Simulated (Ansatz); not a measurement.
# SnO2 (Pnnm): band gap by G0W0 on HSE06, part 2 of 2

How far does one-shot GW move the HSE06 gap of SnO2 (Pnnm)?

Ansatz 0.2.0; HSE06, then G0W0 on it, plane waves, PAW. Known limits of the many-body steps: finite bands, screening cutoff and k mesh; no spin-orbit coupling in G0W0.

So far. Step 2 (The starting point: HSE06): Over mesh and listed points the gap is 2.426 eV, direct, at k = Γ.

In doubt: masses and optical values from hybrid runs of this build are listed as unsure (step 3), which bears on the screening that GW takes from such a start.

### Step 3. G0W0 on the 4×4×6 mesh

G0W0 replaces the xc potential by a self-energy built once from the orbitals of the start. Levels are corrected in the window of bands that the input names, at points of the mesh.

This step: G0W0 on HSE06, plane waves, PAW; PAW set soft_1.

Contents of input.yaml:

```yaml
crystal:
  lattice:
    - [4.788004, 0.0, 0.0]
    - [0.0, 4.866582, 0.0]
    - [0.0, 0.0, 3.240898]
  atoms:
    - { symbol: Sn, position: [0.5, 0.5, 0.5] }
    - { symbol: Sn, position: [0.0, 0.0, 0.0] }
    - { symbol: O, position: [0.291855, 0.321042, 0.0] }
    - { symbol: O, position: [0.791855, 0.178958, 0.5] }
    - { symbol: O, position: [0.208145, 0.821042, 0.5] }
    - { symbol: O, position: [0.708145, 0.678958, 0.0] }
kpoints:
  mp_grid: { grid: [4, 4, 6] }
hamiltonian:
  xc: hse06
  pseudopotentials: { kind: paw, azcp: { folder: soft_1 } }
scf:
  occupations: { method: fixed }
gw:
  n_empty_bands: 277
  ecut_chi: 138
  qp_bands: [v2, c2]
  qp_kpoints: band_edges
  screening: { model: contour_deformation }
```

Command:

```
ansatz run input.yaml --threads 2 --pin off --max-ram 92160MiB --backend cuda --events-out ev --progress --plain --runs-dir out --devices 1 --max-vram 13GiB
```

Numbers of over 12 decimals in the logs are rounded to 6 here.

Output:

```text
GPUs: using 1 of 1 available (devices: 1).
[...]
GPU FFT provider: cuFFT
GPU libraries: cuBLAS 13.8.2, cuFFT 12.4.0, cuSOLVER 12.3.4
Crystal: 6 atoms, lattice volume = 75.517 Å³
Basis set: ecut = 420 eV, 1479 PW (Γ)
Bands: 32, of which v1, the nominal top of the filled ones, is band 26 counted from 1 (25 counted from 0)
Symmetry: 8 space group operations
[...]
k-points: 36 of 96
[...]
GPU buffer pool allocated for 31104 grid points (all kernels)
[...]
SCF iter   1: F=—  HF=-14318.774913 eV  |F-HF|=—  |Δ(HF+E_count)|=         —  Δρ=7.51e-2  dr2=3.25e0  ethr=1.00e-1  ⟨swp⟩=4.1  Hψ=3543  notcnv=0
[...]
SCF iter   6: F=-14318.153046 eV  HF=-14318.153049 eV  |F-HF|=2.42e-6  |Δ(HF+E_count)|=   1.69e-4  Δρ=1.20e-4  dr2=4.92e-6  ethr=2.83e-7  ⟨swp⟩=4.1  Hψ=3806  notcnv=0  defer=1
SCF 1 stopped early in 6 iterations: F = -14318.153046 eV  dr2 = 4.92e-6
[...]
GPU FFT provider: cuFFT
GPU libraries: cuBLAS 13.8.2, cuFFT 12.4.0, cuSOLVER 12.3.4
[...]
GPU buffer pool allocated for 31104 grid points (all kernels)
[...]
Frozen-core exchange: fock
SCF iter   1: F=—  HF=-14325.569545 eV  |F-HF|=—  |Δ(HF+E_count)|=         —  Δρ=9.51e-3  dr2=5.34e-2  ethr=9.47e-8  ⟨swp⟩=9.3  Hψ=7160  notcnv=0
[...]
SCF iter   5: F=-14325.577205 eV  HF=-14325.577215 eV  |F-HF|=1.01e-5  |Δ(HF+E_count)|=   2.79e-4  Δρ=1.43e-4  dr2=1.48e-5  ethr=4.16e-9  ⟨swp⟩=6.0  Hψ=5062  notcnv=0  defer=12
SCF 2 stopped early in 5 iterations: F = -14325.577205 eV  dr2 = 1.48e-5
hybrid outer 1: dexx = +2.756e-2 eV, tail = 1.33e-4 eV
GPU FFT provider: cuFFT
GPU libraries: cuBLAS 13.8.2, cuFFT 12.4.0, cuSOLVER 12.3.4
GPU buffer pool allocated for 31104 grid points (all kernels)
[...]
Frozen-core exchange: fock
SCF iter   1: F=—  HF=-14325.576317 eV  |F-HF|=—  |Δ(HF+E_count)|=         —  Δρ=5.33e-5  dr2=1.49e-6  ethr=1.27e-6  ⟨swp⟩=3.4  Hψ=2726  notcnv=0
[...]
SCF iter   3: F=-14325.576322 eV  HF=-14325.576322 eV  |F-HF|=2.45e-9  |Δ(HF+E_count)|=   6.01e-8  Δρ=9.66e-6  dr2=3.06e-8  ethr=3.95e-11  ⟨swp⟩=4.0  Hψ=5947  notcnv=0
SCF 3 converged in 3 iterations: F = -14325.576322 eV  dr2 = 3.06e-8
[...]
NSCF: frozen V_eff on 36 k-points
Exchange-term sweep: 0 of 36 (spin, k) points
Exchange-term sweep: 2 of 36 (spin, k) points
Exchange-term sweep: 4 of 36 (spin, k) points
Exchange-term sweep: 6 of 36 (spin, k) points
Exchange-term sweep: 8 of 36 (spin, k) points
Exchange-term sweep: 9 of 36 (spin, k) points
Exchange-term sweep: 11 of 36 (spin, k) points
Exchange-term sweep: 13 of 36 (spin, k) points
Exchange-term sweep: 15 of 36 (spin, k) points
Exchange-term sweep: 17 of 36 (spin, k) points
Exchange-term sweep: 18 of 36 (spin, k) points
Exchange-term sweep: 20 of 36 (spin, k) points
Exchange-term sweep: 22 of 36 (spin, k) points
Exchange-term sweep: 24 of 36 (spin, k) points
Exchange-term sweep: 26 of 36 (spin, k) points
Exchange-term sweep: 27 of 36 (spin, k) points
Exchange-term sweep: 29 of 36 (spin, k) points
Exchange-term sweep: 31 of 36 (spin, k) points
Exchange-term sweep: 33 of 36 (spin, k) points
Exchange-term sweep: 35 of 36 (spin, k) points
Exchange-term sweep: 36 of 36 (spin, k) points
G₀W₀ screening: q 1/36
[... further progress lines ...]
[...]
Free energy (F): -14325.576321 eV
Frozen-core exchange: fock
[...]
Internal energy: -14325.576321 eV  (E = F + TS)
E sigma→0 (E₀):  -14325.576321 eV
Fermi energy:    7.372621 eV
[...]
--- Band table (eV; the first three rows and the last of 36) ---
  k-point 0: bands = [... 22 lower, 6.4432, 6.7916, 6.8082, 7.3726, 9.7975, 15.1092, 15.2864]
  k-point 1: bands = [... 22 lower, 5.5501, 6.7816, 6.8325, 7.1824, 11.3194, 15.6309, 16.3981]
  k-point 2: bands = [... 22 lower, 5.0679, 6.4606, 6.5931, 6.5998, 13.5289, 15.9155, 17.9035]
  k-point 35: bands = [... 22 lower, 6.5238, 6.5238, 6.6218, 6.6218, 13.7032, 13.7032, 17.9921]
  guard bands above this table: 3 of the run's 32 bands. The solve was not asked for them (output.publish_guard_bands: true or output.eigenvalues: true publishes all)
--- G₀W₀: contour deformation, 6 samples at zero and on the imaginary axis and 2 off it, 96 q-points, 277 empty bands' worth ---
  eigenvalues of the whole cell's RPA ε∞ on this k-mesh (on a slab, of 1 + 4πα/V) = 3.5180, 3.5468, 3.8425; static W/v taken at q = 0 is 0.275164
  bands read: the sum over 303 bands ends inside a degenerate multiplet in 23 slots, whose members it reads at an even weight; the widest, k=3: bands 303 to 304 (counted from 1) at 1/2 each
  gw.qp_kpoints: band_edges: 15 of 36 stored k-points solved, in 1 pass; an edge of the gap read off the rows below is read off those points alone
    valence top: of the k-points left out ik 6 came nearest to being solved in a further pass, in band 26 (counted from 1, as in the quasiparticle table): it holds the edge there only if its correction is more favourable than any solved in that band by at least 0.528 eV; those differ by 0.101 eV
    conduction bottom: of the k-points left out ik 28 came nearest to being solved in a further pass, in band 27 (counted from 1, as in the quasiparticle table): it holds the edge there only if its correction is more favourable than any solved in that band by at least 3.539 eV; those differ by 0.339 eV
    ik  band        ε_KS         Σx   Σc(E_QP)       V_xc       Z   E_QP_lin       E_QP  E_QP is
     0    25      6.8082   -26.3888     4.3903   -22.0216  0.7794     6.8314     6.8314  root
     0    26      7.3726   -26.9923     4.6851   -22.3309  0.7788     7.3964     7.3964  root
     0    27      9.7975   -13.7741    -3.2832   -17.6142  0.8465    10.3560    10.3544  root
     0    28     15.1092   -11.6232    -4.3522   -16.6231  0.8282    15.7610    15.7569  root
     1    25      6.8325   -26.5205     4.3772   -22.1579  0.7801     6.8472     6.8472  root
     1    26      7.1824   -26.7952     4.7373   -22.0590  0.7774     7.1834     7.1834  root
     1    27     11.3194   -14.8816    -3.2095   -18.7997  0.8338    12.0311    12.0281  root
     1    28     15.6309   -12.6646    -4.4736   -17.8988  0.8168    16.3978    16.3915  root
     3    25      6.2271   -26.2076     4.8015   -21.3285  0.7722     6.1494     6.1495  root
     3    26      6.2271   -26.2076     4.8015   -21.3285  0.7722     6.1494     6.1495  root
     3    27     15.0798   -14.2365    -4.3248   -19.4458  0.8142    15.9722    15.9642  root
     3    28     15.0798   -14.2365    -4.3248   -19.4458  0.8142    15.9722    15.9642  root
     4    25      6.8280   -26.4719     4.4035   -22.0866  0.7795     6.8462     6.8462  root
     4    26      7.0395   -26.5401     4.6801   -21.8446  0.7775     7.0242     7.0242  root
     4    27     11.1283   -14.7231    -3.1505   -18.5480  0.8356    11.8055    11.8028  root
     4    28     14.6179   -12.4938    -4.1420   -17.3284  0.8254    15.3150    15.3104  root
     5    25      6.7963   -26.5121     4.3940   -22.1246  0.7799     6.8028     6.8028  root
     5    26      7.0124   -26.6368     4.6443   -21.9830  0.7779     7.0029     7.0029  root
     5    27     12.1177   -14.7350    -3.4063   -18.8852  0.8303    12.8652    12.8615  root
     5    28     15.2189   -13.3724    -4.3213   -18.4839  0.8153    16.0158    16.0090  root
     8    25      6.8444   -26.5499     4.4636   -22.0868  0.7793     6.8450     6.8450  root
     8    26      6.8444   -26.5499     4.4636   -22.0868  0.7793     6.8450     6.8450  root
     8    27     13.2060   -14.2010    -3.6766   -18.6313  0.8255    13.9639    13.9597  root
     8    28     13.2060   -14.2010    -3.6766   -18.6313  0.8255    13.9639    13.9597  root
    11    25      6.9371   -26.9032     3.9236   -23.0020  0.7884     6.9595     6.9595  root
    11    26      6.9371   -26.9032     3.9236   -23.0020  0.7884     6.9595     6.9595  root
    11    27     15.2915   -14.2128    -4.3553   -19.4458  0.8136    16.1775    16.1692  root
    11    28     15.2915   -14.2128    -4.3553   -19.4458  0.8136    16.1775    16.1692  root
    12    25      6.8271   -26.4524     4.4450   -22.0219  0.7791     6.8417     6.8417  root
    12    26      7.2269   -26.8371     4.7006   -22.1466  0.7780     7.2370     7.2370  root
    12    27     11.0480   -14.6483    -3.1710   -18.4864  0.8365    11.7176    11.7150  root
    12    28     14.4925   -12.3273    -4.1253   -17.1302  0.8278    15.1744    15.1701  root
    13    25      6.7443   -26.4619     4.4563   -22.0050  0.7790     6.7436     6.7436  root
    13    26      7.1244   -26.7700     4.7100   -22.0603  0.7774     7.1249     7.1249  root
    13    27     12.0832   -14.7381    -3.4052   -18.8869  0.8305    12.8303    12.8268  root
    13    28     15.1266   -13.2649    -4.2964   -18.3417  0.8170    15.9134    15.9070  root
    16    25      6.7011   -26.4433     4.5566   -21.8790  0.7773     6.6935     6.6935  root
    16    26      6.9549   -26.5456     4.7142   -21.8102  0.7768     6.9337     6.9337  root
    16    27     11.9278   -14.7894    -3.3279   -18.8409  0.8315    12.6548    12.6514  root
    16    28     14.2842   -12.7178    -4.1092   -17.5239  0.8265    14.9856    14.9812  root
[...]
24    25      6.9405   -26.5767     4.5523   -22.0250  0.7786     6.9411     6.9411  root
    24    26      6.9405   -26.5767     4.5523   -22.0250  0.7786     6.9411     6.9411  root
    24    27     13.0402   -14.0695    -3.6785   -18.4876  0.8278    13.7838    13.7798  root
    24    28     13.0402   -14.0695    -3.6785   -18.4876  0.8278    13.7838    13.7798  root
    27    25      6.8505   -26.7968     3.8823   -22.9257  0.7888     6.8617     6.8617  root
    27    26      6.8505   -26.7968     3.8823   -22.9257  0.7888     6.8617     6.8617  root
    27    27     15.4028   -14.4105    -4.3774   -19.6838  0.8105    16.3078    16.2988  root
    27    28     15.4028   -14.4105    -4.3774   -19.6838  0.8105    16.3078    16.2988  root
    35    25      6.6218   -26.5435     4.8342   -21.6700  0.7736     6.5825     6.5825  root
    35    26      6.6218   -26.5435     4.8342   -21.6700  0.7736     6.5825     6.5825  root
    35    27     13.7032   -12.7587    -4.0389   -17.5222  0.8350    14.4319    14.4279  root
    35    28     13.7032   -12.7587    -4.0389   -17.5222  0.8350    14.4319    14.4279  root
```

Elapsed: 2 min, on 1 × NVIDIA H100 80GB HBM3 (shared by 6 runs) with 2 threads of AMD EPYC 7R13 (Zen 3), shared host; peak memory 2.2 GiB.

This step gave:

- bands summed: 303
- RPA ε∞ on this mesh (eigenvalues): 3.518, 3.547, 3.842
- plane waves in the screening matrix: 275
- q-points in the mesh: 96
- G0W0 gap over the corrected points: 2.958 eV
- k of the valence top: 0, 0, 0
- k of the conduction bottom: 0, 0, 0
- starting gap on the mesh: 2.425 eV
- Z at the valence top: 0.7788
- Z at the conduction bottom: 0.8465
- least direct G0W0 gap over the corrected points: 2.958 eV

Over 15 of 36 irreducible mesh points the G0W0 gap is 2.958 eV, direct, at k = Γ. The HSE06 gap of this run on the mesh is 2.425 eV. The two states that bound the G0W0 gap lie that far apart at the start, so the correction of the gap is 2.958 − 2.425 = +0.533 eV. The start of this run differs from the step before in mesh (4×4×4 and 4×4×6).

Labels follow the order of the start: v1 is the top filled band, c1 the lowest empty one; levels that stay degenerate share a row, the window can cut a multiplet, doubted levels are not marked in this list, bands outside the window were not corrected, and the list may be a part of the corrected levels. Levels before and after the correction, in eV, zero at the valence-band top of each column:

```
       conduction bottom  valence top
HSE06               2.42         0.00
 G0W0               2.96         0.00
```

```
       level  occupation  energy (eV)
HSE06   Γ v2           2       -0.564
HSE06   Γ v1           2        0.000
HSE06   Γ c1           0        2.425
HSE06   Γ c2           0        7.737
 G0W0   Γ v2           2       -0.565
 G0W0   Γ v1           2        0.000
 G0W0   Γ c1           0        2.958
 G0W0   Γ c2           0        8.361
```

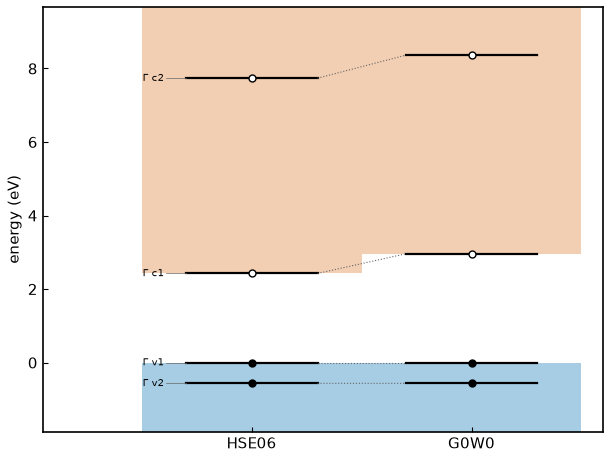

Levels before and after the correction. Shaded: valence and conduction bands. Filled marks are occupied levels, open marks empty ones.

The parts of the quasiparticle energy for the two states that bound the G0W0 gap, in eV on the run's own scale (QP = start + Σx + Σc − Vxc, with Σc at the quasiparticle energy):

```
             edge  k  band  start       Σx      Σc      Vxc      Z      QP
      valence top  Γ    26  7.373  −26.992   4.685  −22.331  0.779   7.396
conduction bottom  Γ    27  9.797  −13.774  −3.283  −17.614  0.847  10.354
```

For a hybrid start, Vxc holds its share of exact exchange.

### Step 4. Side by side

Each gap is the least one over the points named; times are wall times on shared hosts, not benchmarks. A G0W0 time includes the run's own self-consistent start. Runs with listed points see these and the mesh alone, so an edge that moves elsewhere is missed.

```
     level   mesh       files, cutoff  bands summed, screening                            points  gap (eV)  valence top  conduction bottom  least direct gap (eV)   time
     HSE06  4×4×4  soft_1 PAW, 420 eV                        -            mesh and listed points     2.426            Γ                  Γ                  2.426   23 s
G0W0@HSE06  4×4×6  soft_1 PAW, 420 eV              303, 138 eV  15 of 36 irreducible mesh points     2.958            Γ                  Γ                  2.958  2 min
```

### Step 5. Summary of results

```
HSE06 gap over mesh and listed points                : 2.426 eV, direct, at k = Γ
G0W0@HSE06 gap over 15 of 36 irreducible mesh points : 2.958 eV, direct, at k = Γ
GW settings                                          : 4×4×6 mesh, 277 empty bands, screening to 138 eV, PAW set soft_1 files
known limits                                         : finite bands, screening cutoff and k mesh; no spin-orbit coupling in G0W0
```

**Reading.** Over 15 of 36 irreducible mesh points the G0W0 gap is 2.958 eV, direct, at k = Γ. The HSE06 gap of this run on the mesh is 2.425 eV. The two states that bound the G0W0 gap lie that far apart at the start, so the correction of the gap is 2.958 − 2.425 = +0.533 eV. The valence state moves by 7.396 − 7.373 = +0.023 eV and the conduction state by 10.354 − 9.797 = +0.557 eV, on the run's own scale; how far single levels stand from their limit in bands is not shown. Both edges that HSE06 shows over mesh and listed points lie at k points where levels were corrected. Levels at other points were not corrected, so a lower G0W0 gap elsewhere in the zone is not ruled out. No second run with other bands and screening cutoff is shown, so the distance to the basis limit is not known. On another start, G0W0@LDA runs of this series (4×4×6 mesh, soft_1 PAW; not shown as steps) give 1.873 eV with 124 bands and 69 eV, 1.930 eV with 303 bands and 138 eV and 1.950 eV with 624 bands and 230 eV. G0W0 on other starts in this series, not shown as steps and not all at these settings: 1.930 eV on LDA (4×4×6, soft_1 PAW, 303 bands, 138 eV) and 3.172 eV on PBE0 (4×4×6, soft_1 PAW, 303 bands, 138 eV). Two runs of this series at another level, not shown as steps, test spin-orbit coupling. LDA+SOC against LDA: 0.681 − 0.675 = +0.006 eV, with the same mesh, set of files (read in its fully relativistic form for the spin-orbit run) and cutoff, and both edges at the same k points. The spin-orbit run sees mesh and listed points alone, so its gap is an upper bound: the coupling can move an edge off these points, and the change over the zone, its sign included where it is small, is not known. What spin-orbit coupling does to the G0W0 levels was not computed, so no sum with the G0W0 gap is formed. The G0W0 runs are scalar-relativistic. No pair of G0W0 runs that differ in the mesh alone is shown (4×4×6 is a supercell whose nearest images lie 19 Å apart), so the error from the mesh is not known here. G0W0 is shown with one set of atomic data (soft_1 PAW), so the error from the files is not known here.

[Paths, hosts, dates, memory and timing lines, banners, echoed tables and standing remarks are left out of the program output.]

[Logs are printed without paths, hosts, clocks, repeated set-up lines and the standing remarks that a program may print on its own settings, such as how far it seeks lower states.]

[Runs of the session that timed out or met a known fault of the program may be left out.]

[Cells called generated may have been cut or substituted from an entry of the Crystallography Open Database or the Materials Project.]

[Hosts, paths, dates, database ids (printed as entryN), source tags and the programs' standing remarks are cut or masked in the printed files.]

[Where an RPA ε∞ is given, it is that of the G0W0 mesh and is not shown converged in it. Names of k-points follow the symmetry that the program found, which can be lower than the space group named. Band edges on a path are those of the sampled points; other points can move an edge, and change direct to indirect where valleys lie close.]

[Hybrid gaps are those of their k-mesh and are not shown converged in it.]
